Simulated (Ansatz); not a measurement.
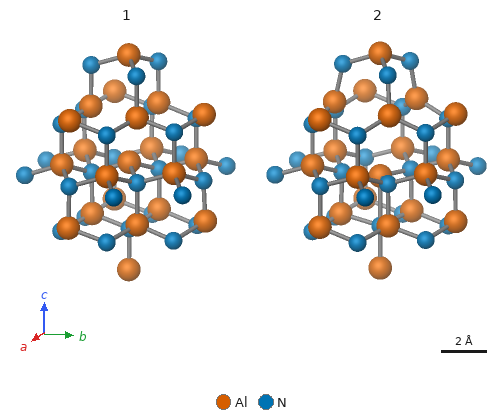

Two geometries of a defect cell of composition Al$_{48}$N$_{47}$ (cell charge +3), drawn at one scale. One is the start of a relaxation, the other its converged end. The picture is a ball-and-stick view of the atoms within 5.0 Å of the atom that moves most (axes of the cell of the calculation (origin shifted)), seen slightly off an axis.

The calculation used DFT, PBEsol, PAW, plane waves (Ansatz). Settings: plane-wave cutoff 420 eV; k-point mesh 1 × 1 × 1; mesh shifted by (0.25, 0.25, 0.25); no spin polarisation; atoms relaxed in a fixed cell; force threshold 0.03 eV/Å; at most 80 steps.

Which of the two is the end point?

Answer. Structure 2 is the relaxed one. The atom that moves furthest is an Al atom (0.64 Å along −c). By element the largest moves are Al 0.64 Å, N 0.13 Å. The cell stays as it was. Near-neighbour distances that change, for instance: Al–N 3.079 → 2.314 Å, Al–N 1.928 → 1.810 Å, Al–N 1.921 → 1.832 Å, Al–N 1.894 → 1.815 Å. New bonds form, among them: Al–N (3.08 → 2.31 Å). Bond angles that change, for instance: Al–N–Al 107.6° → 90.7°, Al–N–Al 105.8° → 90.7°, N–Al–N 106.4° → 117.7°. After 6 geometry steps the energy has fallen by 3.340 eV per cell of the calculation. Largest force component: 1.5 eV/Å at the start, 0.014 eV/Å at the end. Cost: 8.9 s on 1 × NVIDIA GB300 Max-Q with 8 threads of Arm Neoverse-V2, peak memory 2 GiB.

Limits of the set-up: the cell is charged, on a uniform background, and energies carry no finite-size correction.
